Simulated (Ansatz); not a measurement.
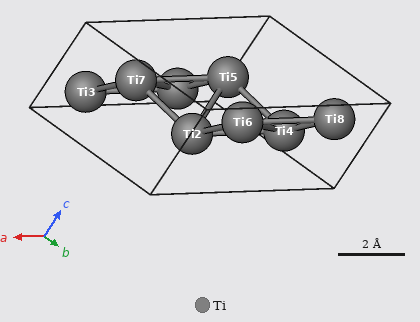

*The structure (ball-and-stick view of the cell of the calculation, seen at an oblique angle; atoms are numbered from 1 in the order of the input). An atom can appear more than once, as a periodic image.*

Near neighbours in the periodic cell (some may lie outside the picture): Ti has 10 Ti at 2.68 to 2.88 Å.

# Ti: single-point calculation

System: Ti (8 atoms in the cell).
Method: DFT LDA, scalar-relativistic, plane waves, PAW, no spin polarisation (Ansatz 0.2.0).

The structure derives from a Materials Project entry. It belongs to a series of runs on one base structure; here: band edges of the strained film's bulk. Figures and captions count atoms from 1; the log counts them from 0 in places.

**Log**
```
Engine: ansatz 0.2.0, x86_64-unknown-linux-gnu
Pseudopotentials: kind: paw
Pseudopotential: Ti, paw, valence charge 12, recommended cutoff 420 eV (normal), Ti.paw.azcp
Functional definition: SPW92
  exchange = slater_x
  correlation = pw_c
Crystal: 8 atoms, lattice volume = 125.648 Å³
Basis set: ecut = 420 eV, 2473 PW (Γ)
Bands: 58, of which v1, the nominal top of the filled ones, is band 48 counted from 1 (47 counted from 0)
Symmetry: 8 space group operations
Space group: P-1 (ITA 2), of the structure as read, at distance tolerance 5.0e-5 Å
k-points: 183 of 364
Non-local potential: Ti, projectors of the file, l = 0: 3, l = 1: 2, l = 2: 3, l = 3: 1
PAW form: soft (Blöchl's): semilocal exchange-correlation on the pseudo side does not see the compensation charge
PAW frozen core: Ti, regenerated for the run's functional, and the local potential with it (the file was generated under x = pbe(κ = 0.804, μ = 0.2195149727645171), c = pbe(β = 0.06672455060314922))
PAW one-centre angular grid: Ti, 590 points (default); XC on 64 Gauss nodes
Initial density: superposition of atomic densities (neutral atoms: chi_scale 0, normalization atom), corrected by the library's trained network
Initial wavefunctions: pseudopotential atomic-orbital guess
Functional: x = slater, c = lda
SCF iter   1: F=—  HF=-19602.190779 eV  |F-HF|=—  |Δ(HF+E_count)|=         —  Δρ=7.49e-3  dr2=3.36e-2  ethr=1.77e-3  ⟨swp⟩=5.9  Hψ=41805  notcnv=0
preconditioner: auto → Kerker (q_TF=auto, 2.609 Å⁻¹)  [metal: Δε(μ)=0.003 eV  Ē_g=2.538 eV  σ=0.100 eV  W_gap=0.02  n_scr=38 (ndim 8)  ℏωp=18.7 eV  f_vac=0.000  D(μ)=9.84/eV (n_scr^D=104)]
SCF iter   2: F=—  HF=-19602.180780 eV  |F-HF|=—  |Δ(HF+E_count)|=   1.00e-2  Δρ=3.70e-3  dr2=8.61e-3  ethr=3.50e-5  ⟨swp⟩=2.6  Hψ=18558  notcnv=0  defer=6
SCF iter   3: F=—  HF=-19602.179231 eV  |F-HF|=—  |Δ(HF+E_count)|=   1.55e-3  Δρ=7.00e-4  dr2=4.78e-4  ethr=8.97e-6  ⟨swp⟩=2.6  Hψ=16873  notcnv=0  defer=6
SCF iter   4: F=—  HF=-19602.179196 eV  |F-HF|=—  |Δ(HF+E_count)|=   3.49e-5  Δρ=1.56e-4  dr2=2.16e-5  ethr=4.98e-7  ⟨swp⟩=2.0  Hψ=11909  notcnv=0  defer=6
SCF iter   5: F=—  HF=-19602.179141 eV  |F-HF|=—  |Δ(HF+E_count)|=   5.52e-5  Δρ=3.14e-5  dr2=7.45e-7  ethr=2.25e-8  ⟨swp⟩=3.0  Hψ=19980  notcnv=0  defer=6
SCF iter   6: F=-19602.179141 eV  HF=-19602.179141 eV  |F-HF|=2.15e-8  |Δ(HF+E_count)|=   5.99e-8  Δρ=8.29e-6  dr2=5.97e-8  ethr=1.04e-10  ⟨swp⟩=8.7  Hψ=41343  notcnv=0
SCF 1 converged in 6 iterations: F = -19602.179141 eV  dr2 = 5.97e-8
  greatest PAW one-centre occupation: 0.999 electrons in one spin orbital (limit 2), on the Ti atom at site 7 (counted from 0), in its partial waves of l = 0
```

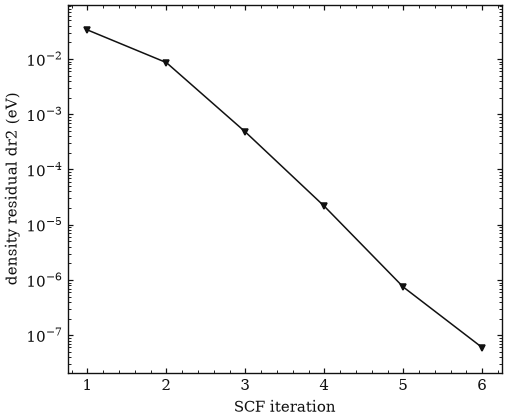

*Convergence of the self-consistent field: density residual dr2 against the SCF iteration.*

The residual falls at every step.

```
SCF converged after 6 iterations
Free energy (F): -19602.179141 eV
Harris-Foulkes:  -19602.179141 eV  (|F-HF|=2.15e-8)
Internal energy: -19602.129000 eV  (E = F + TS)
E sigma→0 (E₀):  -19602.154070 eV
Entropy (-TS):   -0.050140 eV (-6.268 meV/atom)
Fermi energy:    14.435795 eV
--- Per-component energies (eV) ---
  E_band       = -1100.734979
  E_kinetic    = 2200.815896
  E_local      = -6125.100840  (includes V_loc(G=0)·N_el)
  E_nonlocal   = 100.354584
  E_hartree    = 2542.482711
  E_xc         = -779.335955
  E_vxc        = -981.061190  (∫ρ·V_xc dr)
  E_paw        = -7996.438096  (= ΣΔE_a)
  E_vpaw       = -1380.721777  (= ΣTr[D̂ρ^β])
  E_aug_tail   = 0.000806  (compensation charges beyond the density's cutoff)
  E_ewald      = -9547.515709
  E_core_change = 2.607603  (= ΣΔE_core)
  E_smearing   = -0.050140  (= −TS)
  E_closure    = -0.000000  (closes the sum)
  Σ components = -19602.179141   (vs F -19602.179141, Δ=0.00e0)
--- Forces (eV/Å), atoms counted from 1 ---
  atom   1  Ti    -0.00067558     0.00006754    -0.00046105
  atom   2  Ti    -0.00067558     0.00006754    -0.00046105
  atom   3  Ti    -0.00067558     0.00006754    -0.00046105
  atom   4  Ti    -0.00067558     0.00006754    -0.00046105
  atom   5  Ti     0.00067558    -0.00006754     0.00046105
  atom   6  Ti     0.00067558    -0.00006754     0.00046105
  atom   7  Ti     0.00067558    -0.00006754     0.00046105
  atom   8  Ti     0.00067558    -0.00006754     0.00046105
  max |Σ_I F_I| component: 1.08e-19 eV/Å
--- Stress (GPa, compression-positive) ---
        3.765394      -0.007692      -0.250955
       -0.007692       4.131226      -0.002568
       -0.250956      -0.002568      -0.022043
  P = ⅓ Tr σ = 2.6249 GPa (26.249 kbar)
--- Band table (eV; the first three rows and the last of 183) ---
  k-point 0: bands = ["-41.3835", "-41.2424", "-41.2423", "-41.1729", "-41.1729", "-41.0981", "-41.0792", "-41.0792", "-18.4728", "-18.3050", "-18.3050", "-18.0466", "-18.0466", "-17.9382", "-17.9382", "-17.9290", "-17.9287", "-17.8856", "-17.8856", "-17.7401", "-17.6206", "-17.6206", "-17.5750", "-17.5745", "-17.5408", "-17.5408", "-17.5254", "-17.4631", "-17.4624", "-17.4187", "-17.3883", "-17.3473", "8.4205", "10.6401", "10.6402", "11.7205", "11.8248", "11.8248", "12.2723", "12.2723", "13.2375", "13.2375", "14.0621", "14.0621", "14.1650", "14.2960", "14.2960", "14.4697", "14.4702", "15.2708", "15.2979", "15.2988", "15.6090", "15.9059", "15.9062", "16.0565", "16.6311", "16.7080"]
  k-point 1: bands = ["-41.3760", "-41.2387", "-41.2385", "-41.1739", "-41.1739", "-41.0983", "-41.0821", "-41.0820", "-18.4548", "-18.2901", "-18.2899", "-18.0599", "-18.0595", "-17.9542", "-17.9535", "-17.9526", "-17.9523", "-17.8490", "-17.8483", "-17.7558", "-17.6436", "-17.6427", "-17.5676", "-17.5671", "-17.5408", "-17.5240", "-17.5229", "-17.4712", "-17.4705", "-17.4489", "-17.3874", "-17.3599", "8.5760", "10.7649", "10.7661", "11.8343", "11.9063", "11.9065", "12.3775", "12.3777", "13.2276", "13.2278", "13.9819", "13.9824", "14.1143", "14.3074", "14.3091", "14.3779", "14.3801", "15.2063", "15.2303", "15.2331", "15.5662", "15.9583", "15.9591", "16.1485", "16.4904", "16.5270"]
  k-point 2: bands = ["-41.3547", "-41.2285", "-41.2281", "-41.1766", "-41.1765", "-41.0996", "-41.0902", "-41.0901", "-18.4025", "-18.2540", "-18.2536", "-18.1064", "-18.1058", "-18.0223", "-18.0213", "-17.9304", "-17.9304", "-17.8071", "-17.8065", "-17.8047", "-17.6648", "-17.6638", "-17.5760", "-17.5536", "-17.5530", "-17.5321", "-17.5019", "-17.5006", "-17.4879", "-17.4871", "-17.3974", "-17.3865", "9.0257", "11.1024", "11.1047", "12.1360", "12.1360", "12.1434", "12.6719", "12.6721", "13.1052", "13.1053", "13.8236", "13.8248", "13.9514", "14.1581", "14.1608", "14.3785", "14.3810", "14.9234", "15.1251", "15.1299", "15.4659", "15.8792", "16.0622", "16.0630", "16.2546", "16.3739"]
  k-point 182: bands = ["-41.3289", "-41.2273", "-41.2199", "-41.2139", "-41.2001", "-41.0998", "-41.0923", "-41.0830", "-18.3651", "-18.2201", "-18.2172", "-18.0217", "-17.9909", "-17.9846", "-17.9796", "-17.8619", "-17.8513", "-17.8316", "-17.8106", "-17.7947", "-17.7292", "-17.6314", "-17.6102", "-17.6050", "-17.5881", "-17.5816", "-17.5717", "-17.5567", "-17.4864", "-17.4783", "-17.4392", "-17.3975", "9.5287", "11.3377", "11.4778", "11.5497", "11.5655", "12.3685", "12.7854", "12.8004", "13.1084", "13.1651", "14.1286", "14.1433", "14.4111", "14.4228", "14.4989", "14.5166", "14.6008", "14.6137", "14.9833", "15.2020", "15.2601", "15.3424", "15.6486", "15.7623", "16.0383", "16.1068"]
```

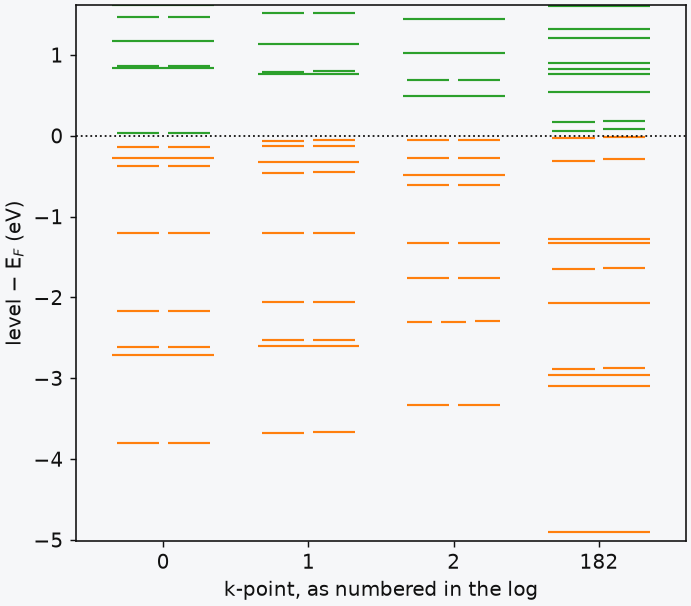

*Kohn–Sham levels near the Fermi level (dotted) at the few k-points that the log prints; levels within 0.02 eV of each other stand side by side.*

The system is metallic on the full mesh.

This output came from the following input.

**Input file**
```yaml
crystal:
  lattice:
    - [5.5931589339, -6.54839e-05, -0.3383170107]
    - [-2.7966776928, 8.4051045005, 0.1659077364]
    - [-1.5571186139, -0.0010010495, 2.7669190929]
  atoms:
    - { symbol: Ti, position: [0.3695555482, 0.1250065877, 0.3040793364] }
    - { symbol: Ti, position: [0.6195555482, 0.6250065877, 0.3040793364] }
    - { symbol: Ti, position: [0.8695555482, 0.1250065877, 0.3040793364] }
    - { symbol: Ti, position: [0.1195555482, 0.6250065877, 0.3040793364] }
    - { symbol: Ti, position: [0.3804444518, 0.3749934123, 0.6959206636] }
    - { symbol: Ti, position: [0.6304444518, 0.8749934123, 0.6959206636] }
    - { symbol: Ti, position: [0.8804444518, 0.3749934123, 0.6959206636] }
    - { symbol: Ti, position: [0.1304444518, 0.8749934123, 0.6959206636] }
basis:
  ecutwfc: 420
kpoints:
  mp_grid: { grid: [7, 4, 13] }
hamiltonian:
  xc: lda
scf:
  occupations: { method: gaussian, width: 0.1 }
output:
  forces: true
  stress: true
  eigenvalues: true
```

Launch command:
```bash
ansatz run input.yaml --threads 8 --pin off --max-ram 20480MiB --backend cpu --events-out ev --progress --plain --runs-dir out
```

**Summary**

- outcome: converged
- space group (tolerance 0.01 Å): P2₁/m (11)
- electrons treated: 96
- free energy: −19602.1791 eV
- Fermi energy: 14.436 eV
- gap on the k-point mesh: none (metallic)
- pressure: 2.62 GPa
- largest force (length of the vector): 0.001 eV/Å
- hardware: 8 threads of AMD EPYC (Zen 5), 32 GiB of memory available, shared host
- wall time: 3.9 s (CPU time 29 s)
- peak memory: 1.4 GiB
